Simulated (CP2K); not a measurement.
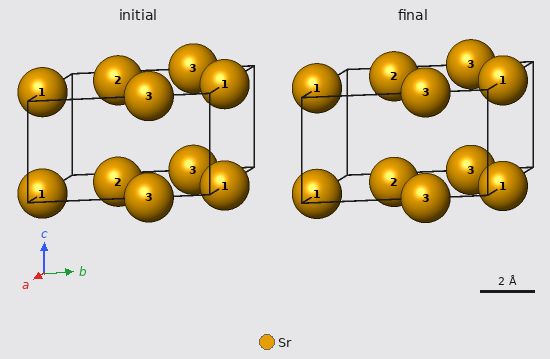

The structure of a crystal of Sr (set up in P-62m) before (left) and after (right) a relaxation, at one scale.

The picture is a spheres-only view of the cell of the calculation, seen slightly off an axis.

The run lets cell and atoms move.

Level of theory: CP2K 2026.2, Kohn-Sham DFT of a periodic cell, PBE, GTH-PBE with UZH-TZVP basis.

Input
```
&GLOBAL
  PROJECT sr_vcrelax
  RUN_TYPE CELL_OPT
  PRINT_LEVEL LOW
&END GLOBAL
&FORCE_EVAL
  METHOD QS
  STRESS_TENSOR ANALYTICAL
  &DFT
    BASIS_SET_FILE_NAME BASIS_MOLOPT_UZH
    POTENTIAL_FILE_NAME POTENTIAL_UZH
    &MGRID
      CUTOFF 600
      REL_CUTOFF 60
      NGRIDS 5
    &END MGRID
    &QS
      METHOD GPW
      EPS_DEFAULT 1.0E-10
      EXTRAPOLATION USE_PREV_P
    &END QS
    &KPOINTS
      SCHEME MONKHORST-PACK 5 5 7
      GAMMA_CENTERED T
    &END KPOINTS
    &SCF
      SCF_GUESS ATOMIC
      EPS_SCF 1.0E-6
      MAX_SCF 100
      ADDED_MOS 12
      CHOLESKY OFF
      EPS_EIGVAL 1.0E-7
      &DIAGONALIZATION ON
        ALGORITHM STANDARD
      &END DIAGONALIZATION
      &MIXING ON
        METHOD BROYDEN_MIXING
        ALPHA 0.4
        BETA 1.5
        NBUFFER 8
      &END MIXING
      &SMEAR ON
        METHOD FERMI_DIRAC
        ELECTRONIC_TEMPERATURE 580.23
      &END SMEAR
    &END SCF
    &XC
      &XC_FUNCTIONAL PBE
      &END XC_FUNCTIONAL
    &END XC
    &PRINT
      &KPOINTS ON
      &END KPOINTS
      &MULLIKEN ON
        &EACH
          CELL_OPT 0
        &END EACH
        ADD_LAST NUMERIC
      &END MULLIKEN
      &MO ON
        ENERGIES T
        OCCUPATION_NUMBERS T
        &EACH
          QS_SCF 0
          CELL_OPT 0
        &END EACH
        ADD_LAST NUMERIC
      &END MO
      &LOWDIN ON
        &EACH
          CELL_OPT 0
        &END EACH
        ADD_LAST NUMERIC
      &END LOWDIN
      &HIRSHFELD ON
        SHAPE_FUNCTION DENSITY
        &EACH
          CELL_OPT 0
        &END EACH
        ADD_LAST NUMERIC
      &END HIRSHFELD
    &END PRINT
  &END DFT
  &SUBSYS
    &CELL
      A 7.0659524677 0.0000000000 0.0000000000
      B -3.5329762338 6.1192943389 0.0000000000
      C 0.0000000000 0.0000000000 3.8166326050
      PERIODIC XYZ
    &END CELL
    &COORD
      SCALED
      Sr  0.6657832900 0.0000000000 0.0000000000
      Sr  0.3342167100 0.3342167100 0.0000000000
      Sr  0.0000000000 0.6657832900 0.0000000000
    &END COORD
    &KIND Sr
      BASIS_SET TZVP-MOLOPT-PBE-GTH-q10
      POTENTIAL GTH-PBE-q10
    &END KIND
    &PRINT
      &ATOMIC_COORDINATES ON
      &END ATOMIC_COORDINATES
      &CELL ON
      &END CELL
    &END PRINT
  &END SUBSYS
  &PRINT
    &FORCES ON
    &END FORCES
    &STRESS_TENSOR ON
    &END STRESS_TENSOR
  &END PRINT
&END FORCE_EVAL
&MOTION
  &CELL_OPT
    OPTIMIZER BFGS
    MAX_ITER 40
    MAX_FORCE [eV*angstrom^-1] 0.03
    RMS_FORCE [eV*angstrom^-1] 0.03
    MAX_DR 1.0E-2
    RMS_DR 1.0E-2
    EXTERNAL_PRESSURE [bar] 0.0
    PRESSURE_TOLERANCE [bar] 200
    KEEP_SPACE_GROUP T
  &END CELL_OPT
  &PRINT
    &TRAJECTORY ON
    &END TRAJECTORY
    &CELL ON
    &END CELL
    &FORCES ON
    &END FORCES
    &STRESS ON
    &END STRESS
    &RESTART OFF
    &END RESTART
    &RESTART_HISTORY OFF
    &END RESTART_HISTORY
  &END PRINT
&END MOTION
```

Command:
```bash
OMP_NUM_THREADS=1 cp2k.psmp -i sr_vcrelax.inp -o sr_vcrelax.out
```

Describe what moved and what it gained.

Answer. The energy falls by 9.3 meV per atom in 9 geometry steps. Largest force component: 0.016 eV/Å at the start, 0.014 eV/Å at the end. No atom moves by more than 0.005 Å relative to the cell. Cell: a = b 7.066 → 7.193 Å (+1.8 %), c 3.817 → 3.977 Å (+4.2 %), γ 120.0° → 119.4°. Volume +8.6 %. Near-neighbour distances that change, for instance: Sr1–Sr1 3.817 → 3.977 Å, Sr1–Sr2 4.090 → 4.189 Å, Sr1–Sr2 (another image) 4.074 → 4.172 Å, Sr1–Sr3 4.090 → 4.152 Å. Within 0.06 Å the space group is P6/mmm at the start and Cmmm at the end; at a tighter tolerance small leftover displacements or strains of the cell lower it.
